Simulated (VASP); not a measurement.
Single-point calculation of Si₅₃C (part 3 of 9)

Si₅₃C (defect cell, 54 atoms in the cell); Kohn-Sham DFT of a periodic cell, PBE, VASP PAW PBE potentials, recommended, no spin polarisation (VASP 6.6.1); cutoff 450 eV, 2×2×2 k-mesh, Gaussian smearing of 0.01 eV. The structure derives from an entry of the Crystallography Open Database.

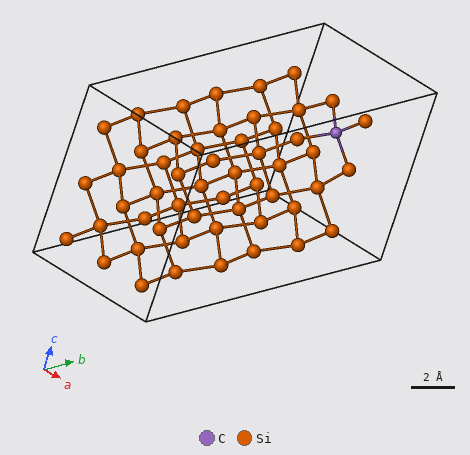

Fig. 1: The input geometry (ball-and-stick view of the cell of the calculation, seen slightly off an axis). An atom can appear more than once, as a periodic image.

### Parts of OUTCAR, continued
```
     -5.46714      2.73575      5.46714        -0.009997     -0.010544      0.010539
     -8.20581      5.47329      5.47329        -0.008611      0.003876      0.003876
 -----------------------------------------------------------------------------------
    total drift:                                0.002229     -0.000005     -0.000006

  FREE ENERGIE OF THE ION-ELECTRON SYSTEM (eV)
  ---------------------------------------------------
  free  energy   TOTEN  =      -294.3087499117 eV

  energy  without entropy=     -294.3087499117  energy(sigma->0) =     -294.30874991

[... ionic steps 4 to 28 ...]

--------------------------------------- Ionic step       29  -------------------------------------------

 number of electron     216.0000009 magnetization

------------------------ aborting loop because EDIFF is reached ----------------------------------------

  FORCE on cell =-STRESS in cart. coord.  units (eV):
  Direction    XX          YY          ZZ          XY          YZ          ZX
  --------------------------------------------------------------------------------------
  -------------------------------------------------------------------------------------
  Total      -13.8127051    -13.8117289    -13.8127055     -0.0063303      0.0063312     -0.0652541
  in kB      -20.0474207    -20.0460038    -20.0474213     -0.0091877      0.0091889     -0.0947082
  external PRESSURE =     -20.0469486 kB  Pullay stress =       0.0000000 kB

 VOLUME and BASIS-vectors are now :
 -----------------------------------------------------------------------------
  energy-cutoff  :      450.00
  volume of cell :     1103.90
      direct lattice vectors                 reciprocal lattice vectors
    -8.202891000  8.202891000  0.000000000    -0.060954120  0.060954120 -0.060954120
    -8.202891000  0.000000000  8.202891000    -0.060954120 -0.060954120  0.060954120
     0.000000000  8.202891000  8.202891000     0.060954120  0.060954120  0.060954120

 POSITION                                       TOTAL-FORCE (eV/Angst)
 -----------------------------------------------------------------------------------
    -12.30434     12.30434     12.30434        -0.009757     -0.041404      0.009757
     -6.79008      6.79008     12.29985         0.008177     -0.007850     -0.002578
     -6.79008     12.29985      6.79008         0.007994     -0.006934     -0.007994
    -12.29985      6.79008      6.79008         0.002578     -0.007850     -0.008177
     -9.61570      9.61570     12.29985        -0.008785      0.008206     -0.002273
     -1.36710      6.83579      6.83579         0.001592      0.004011      0.002776
     -6.83579      1.36710      6.83579        -0.003086     -0.002456      0.003086
     -9.61570     12.29985      9.61570         0.009918     -0.040660     -0.009918
     -6.83579      6.83579      1.36710        -0.002776      0.004011     -0.001592
    -12.29985      9.61570      9.61570         0.002273      0.008206      0.008785
     -4.10593      9.61570      6.79008        -0.000101      0.007768     -0.008716
     -9.61570      4.10593      6.79008        -0.007166      0.002726     -0.009059
     -4.10593      6.79008      9.61570         0.021015     -0.050747      0.032982
     -1.36710      1.36710      1.36710         0.003654     -0.003255     -0.003654
     -6.79008      4.10593      9.61570         0.009059      0.002726      0.007166
     -9.61570      6.79008      4.10593        -0.032982     -0.050747     -0.021015
     -6.79008      9.61570      4.10593         0.008716      0.007768      0.000101
     -6.83776      9.56802      9.56802         0.005071      0.004329      0.005377
     -4.10145      4.10145      1.36160         0.000008      0.000332     -0.017370
     -9.56802      6.83776      9.56802        -0.004833     -0.004666      0.004833
     -4.10145      1.36160      4.10145        -0.000875     -0.017758      0.000875
     -1.36160      4.10145      4.10145         0.017370      0.000332     -0.000008
     -9.56802      9.56802      6.83776        -0.005377      0.004329     -0.005071
     -6.84129      4.10145      4.10145        -0.018450      0.000705      0.001385
     -4.10145      6.84129      4.10145        -0.000342      0.018024      0.000342
     -4.10145      4.10145      6.84129        -0.001385      0.000705      0.018450
     -6.83776      6.83776      6.83776         0.004933     -0.010503     -0.004933
    -13.49337     11.11531     11.11531        -0.001417     -0.000687      0.007759
     -8.19997      5.47329     10.93250         0.008625      0.003089     -0.003352
     -8.19997     10.93250      5.47329         0.008077     -0.004138      0.003290
    -13.49337     13.49337     13.49337         0.007574      0.001818     -0.007573
    -10.93250      8.20581     10.93250         0.003491      0.008025     -0.003491
     -2.73575      5.46714      5.46714         0.010372      0.009639      0.010428
     -8.20289      8.20289     13.67177         0.000801     -0.000962      0.016386
    -10.93250     10.93250      8.20581         0.005440     -0.006308      0.005340
     -8.20289     13.67177      8.20289        -0.001381      0.023866      0.001381
    -13.67177      8.20289      8.20289        -0.016386     -0.000962     -0.000801
     -5.47329      8.20581      5.47329        -0.004504      0.008292      0.004504
    -11.11531     11.11531     13.49337        -0.007759     -0.000687      0.001417
     -5.47329      5.47329      8.20581        -0.004417      0.012089      0.007828
     -2.73402      8.20289      8.20289         0.013834     -0.001956      0.001963
     -8.20289      2.73402      8.20289        -0.000966     -0.016370      0.000966
    -11.11531     13.47837     11.11531        -0.006420      0.168937      0.006420
     -8.20289      8.20289      2.73402        -0.001963     -0.001956     -0.013834
     -8.20289      8.20289      8.20289         0.000650     -0.000441     -0.000650
     -5.47329     10.93250      8.19997        -0.003290     -0.004138     -0.008077
    -10.93250      5.47329      8.19997         0.003352      0.003089     -0.008625
     -5.47329      8.19997     10.93250        -0.000158     -0.011586     -0.002937
     -2.73575      2.73575      2.73575         0.010247     -0.010947     -0.010246
    -10.93250      8.19997      5.47329         0.002937     -0.011586      0.000158
     -8.20581     10.93250     10.93250        -0.005340     -0.006308     -0.005440
     -5.46714      5.46714      2.73575        -0.010428      0.009639     -0.010372
     -5.46714      2.73575      5.46714        -0.009585     -0.010889      0.009585
     -8.20581      5.47329      5.47329        -0.007828      0.012089      0.004417
 -----------------------------------------------------------------------------------
    total drift:                                0.005694      0.004587     -0.005693

  FREE ENERGIE OF THE ION-ELECTRON SYSTEM (eV)
  ---------------------------------------------------
  free  energy   TOTEN  =      -294.3088109483 eV

  energy  without entropy=     -294.3088109483  energy(sigma->0) =     -294.30881095

--------------------------------------- Ionic step       30  -------------------------------------------

 number of electron     216.0000009 magnetization

------------------------ aborting loop because EDIFF is reached ----------------------------------------

  FORCE on cell =-STRESS in cart. coord.  units (eV):
  Direction    XX          YY          ZZ          XY          YZ          ZX
  --------------------------------------------------------------------------------------
  -------------------------------------------------------------------------------------
  Total      -13.8120062    -13.8118124    -13.8111141      0.0642144      0.0063733      0.0056828
  in kB      -20.0464063    -20.0461250    -20.0451116      0.0931992      0.0092501      0.0082479
  external PRESSURE =     -20.0458810 kB  Pullay stress =       0.0000000 kB

 VOLUME and BASIS-vectors are now :
 -----------------------------------------------------------------------------
  energy-cutoff  :      450.00
  volume of cell :     1103.90
      direct lattice vectors                 reciprocal lattice vectors
    -8.202891000  8.202891000  0.000000000    -0.060954120  0.060954120 -0.060954120
    -8.202891000  0.000000000  8.202891000    -0.060954120 -0.060954120  0.060954120
     0.000000000  8.202891000  8.202891000     0.060954120  0.060954120  0.060954120

 POSITION                                       TOTAL-FORCE (eV/Angst)
 -----------------------------------------------------------------------------------
    -12.30434     12.30434     12.30434        -0.009695     -0.009739      0.041335
     -6.79008      6.79008     12.29985         0.009175     -0.007266     -0.002728
     -6.79008     12.29985      6.79008         0.008824     -0.000119     -0.007871
    -12.29985      6.79008      6.79008         0.002270     -0.008776     -0.008211
     -9.61570      9.61570     12.29985        -0.007270      0.009163     -0.002739
     -1.36710      6.83579      6.83579         0.003649      0.003664      0.003263
     -6.83579      1.36710      6.83579        -0.003086     -0.003074      0.002463
     -9.61570     12.29985      9.61570        -0.033147      0.020998      0.050891
     -6.83579      6.83579      1.36710        -0.002779      0.001604     -0.003998
    -12.29985      9.61570      9.61570         0.002601      0.008164      0.007847
     -4.10593      9.61570      6.79008        -0.000113      0.008717     -0.007760
     -9.61570      4.10593      6.79008        -0.008669      0.002279     -0.008091
     -4.10593      6.79008      9.61570         0.021008     -0.033016      0.050721
     -1.36710      1.36710      1.36710         0.001591     -0.002774     -0.004001
     -6.79008      4.10593      9.61570         0.008056      0.002600      0.007737
     -9.61570      6.79008      4.10593         0.010076      0.010047      0.040666
     -6.79008      9.61570      4.10593         0.007877      0.007881      0.006944
     -6.83776      9.56802      9.56802         0.004933      0.004941      0.010497
     -4.10145      4.10145      1.36160        -0.000341     -0.000340     -0.018020
     -9.56802      6.83776      9.56802        -0.004834     -0.004835      0.004666
     -4.10145      1.36160      4.10145        -0.001383     -0.018456     -0.000700
     -1.36160      4.10145      4.10145         0.017368      0.000009     -0.000330
     -9.56802      9.56802      6.83776        -0.005378      0.005076     -0.004329
     -6.84129      4.10145      4.10145        -0.018449     -0.001376     -0.000696
     -4.10145      6.84129      4.10145         0.000005      0.017372     -0.000327
     -4.10145      4.10145      6.84129        -0.000878     -0.000866      0.017756
     -6.83776      6.83776      6.83776         0.005071     -0.005391     -0.004329
    -13.49337     11.11531     11.11531         0.007626      0.007644     -0.001733
     -8.19997      5.47329     10.93250         0.008620      0.003350     -0.003098
     -8.19997     10.93250      5.47329         0.008069     -0.003299      0.004136
    -13.49337     13.49337     13.49337        -0.001318     -0.007812      0.000600
    -10.93250      8.20581     10.93250         0.003355      0.008611     -0.003096
     -2.73575      5.46714      5.46714         0.010243      0.010240      0.010940
     -8.20289      8.20289     13.67177        -0.000966     -0.000970      0.016376
    -10.93250     10.93250      8.20581         0.002936     -0.000163      0.011581
     -8.20289     13.67177      8.20289        -0.001972      0.013876      0.001953
    -13.67177      8.20289      8.20289        -0.016390      0.000798      0.000957
     -5.47329      8.20581      5.47329        -0.003293      0.008064      0.004138
    -11.11531     11.11531     13.49337        -0.007829     -0.001327      0.000627
     -5.47329      5.47329      8.20581        -0.000159      0.002959      0.011573
     -2.73402      8.20289      8.20289         0.013836     -0.001973      0.001945
     -8.20289      2.73402      8.20289         0.000801     -0.016384      0.000956
    -11.11531     13.49337     11.13031        -0.006533     -0.006554     -0.168848
     -8.20289      8.20289      2.73402        -0.001374     -0.001384     -0.023840
     -8.20289      8.20289      8.20289         0.000652      0.000646      0.000436
     -5.47329     10.93250      8.19997        -0.004509     -0.004516     -0.008290
    -10.93250      5.47329      8.19997         0.003496      0.003489     -0.008026
     -5.47329      8.19997     10.93250        -0.004423     -0.007827     -0.012077
     -2.73575      2.73575      2.73575         0.010372     -0.010436     -0.009643
    -10.93250      8.19997      5.47329         0.005443     -0.005332      0.006306
     -8.20581     10.93250     10.93250        -0.007830     -0.004425     -0.012077
     -5.46714      5.46714      2.73575        -0.010427      0.010366     -0.009640
     -5.46714      2.73575      5.46714        -0.009584     -0.009590      0.010880
     -8.20581      5.47329      5.47329        -0.005325      0.005463      0.006307
 -----------------------------------------------------------------------------------
    total drift:                                0.005709      0.005711     -0.004555

  FREE ENERGIE OF THE ION-ELECTRON SYSTEM (eV)
  ---------------------------------------------------
  free  energy   TOTEN  =      -294.3088112093 eV

  energy  without entropy=     -294.3088112093  energy(sigma->0) =     -294.30881121

--------------------------------------- Ionic step       31  -------------------------------------------

 number of electron     216.0000009 magnetization

 Free energy of the ion-electron system (eV)
  ---------------------------------------------------
  ext. energy  EPLUGINS =         0.00000000
  ---------------------------------------------------
  free energy    TOTEN  =      -294.30873750 eV

  energy without entropy =     -294.30873750  energy(sigma->0) =     -294.30873750

 the core state eigenenergies are
   1-  1s   -261.0012
   2-  1s  -1774.3490  2s   -128.2861  2p    -84.3141
   3-  1s  -1774.3492  2s   -128.2863  2p    -84.3143
   4-  1s  -1774.3472  2s   -128.2844  2p    -84.3124
   5-  1s  -1774.3490  2s   -128.2861  2p    -84.3141
   6-  1s  -1774.1640  2s   -128.1504  2p    -84.1750
   7-  1s  -1774.1626  2s   -128.1492  2p    -84.1737
   8-  1s  -1774.3459  2s   -128.2866  2p    -84.3144
   9-  1s  -1774.1622  2s   -128.1487  2p    -84.1733
  10-  1s  -1774.3481  2s   -128.2852  2p    -84.3132
  11-  1s  -1774.3492  2s   -128.2863  2p    -84.3143
  12-  1s  -1774.3472  2s   -128.2844  2p    -84.3124
  13-  1s  -1774.3459  2s   -128.2866  2p    -84.3144
  14-  1s  -1774.1622  2s   -128.1487  2p    -84.1733
  15-  1s  -1774.3481  2s   -128.2852  2p    -84.3132
  16-  1s  -1774.3502  2s   -128.2848  2p    -84.3129
  17-  1s  -1774.3448  2s   -128.2821  2p    -84.3101
  18-  1s  -1774.1572  2s   -128.1484  2p    -84.1726
  19-  1s  -1774.1818  2s   -128.1609  2p    -84.1860
  20-  1s  -1774.1526  2s   -128.1441  2p    -84.1683
  21-  1s  -1774.1825  2s   -128.1617  2p    -84.1868
  22-  1s  -1774.1819  2s   -128.1611  2p    -84.1861
  23-  1s  -1774.1531  2s   -128.1445  2p    -84.1687
  24-  1s  -1774.1825  2s   -128.1617  2p    -84.1868
  25-  1s  -1774.1819  2s   -128.1611  2p    -84.1861
  26-  1s  -1774.1830  2s   -128.1622  2p    -84.1872
  27-  1s  -1774.1531  2s   -128.1445  2p    -84.1687
  28-  1s  -1775.1110  2s   -128.8668  2p    -84.9070
  29-  1s  -1774.1450  2s   -128.1341  2p    -84.1585
  30-  1s  -1774.1445  2s   -128.1336  2p    -84.1579
  31-  1s  -1775.1152  2s   -128.8704  2p    -84.9106
  32-  1s  -1774.1450  2s   -128.1341  2p    -84.1585
  33-  1s  -1774.1821  2s   -128.1618  2p    -84.1869
  34-  1s  -1774.4181  2s   -128.3423  2p    -84.3712
  35-  1s  -1774.1453  2s   -128.1346  2p    -84.1589
  36-  1s  -1774.4189  2s   -128.3432  2p    -84.3721
  37-  1s  -1774.4168  2s   -128.3411  2p    -84.3699
  38-  1s  -1774.1445  2s   -128.1336  2p    -84.1579
  39-  1s  -1775.1152  2s   -128.8703  2p    -84.9106
  40-  1s  -1774.1453  2s   -128.1346  2p    -84.1589
  41-  1s  -1774.4189  2s   -128.3432  2p    -84.3721
  42-  1s  -1774.4168  2s   -128.3411  2p    -84.3699
  43-  1s  -1775.1139  2s   -128.8709  2p    -84.9110
  44-  1s  -1774.4123  2s   -128.3369  2p    -84.3657
  45-  1s  -1774.1485  2s   -128.1416  2p    -84.1657
  46-  1s  -1774.1459  2s   -128.1349  2p    -84.1593
  47-  1s  -1774.1446  2s   -128.1337  2p    -84.1581
  48-  1s  -1774.1498  2s   -128.1388  2p    -84.1632
  49-  1s  -1774.1818  2s   -128.1615  2p    -84.1866
  50-  1s  -1774.1455  2s   -128.1344  2p    -84.1588
  51-  1s  -1774.1498  2s   -128.1388  2p    -84.1632
  52-  1s  -1774.1818  2s   -128.1615  2p    -84.1866
  53-  1s  -1774.1826  2s   -128.1623  2p    -84.1873
  54-  1s  -1774.1455  2s   -128.1344  2p    -84.1588

 E-fermi :   5.5971     XC(G=0):  -9.3014     alpha+bet :-11.6061

 val. band max:        5.5426281707   @ k =   0.0000   0.0000   0.0000
 cond. band min:       5.8770298575   @ k =   0.0000   0.0000   0.0000
 fundamental gap:      0.3344016868
 Fermi energy:         5.5970695547
```
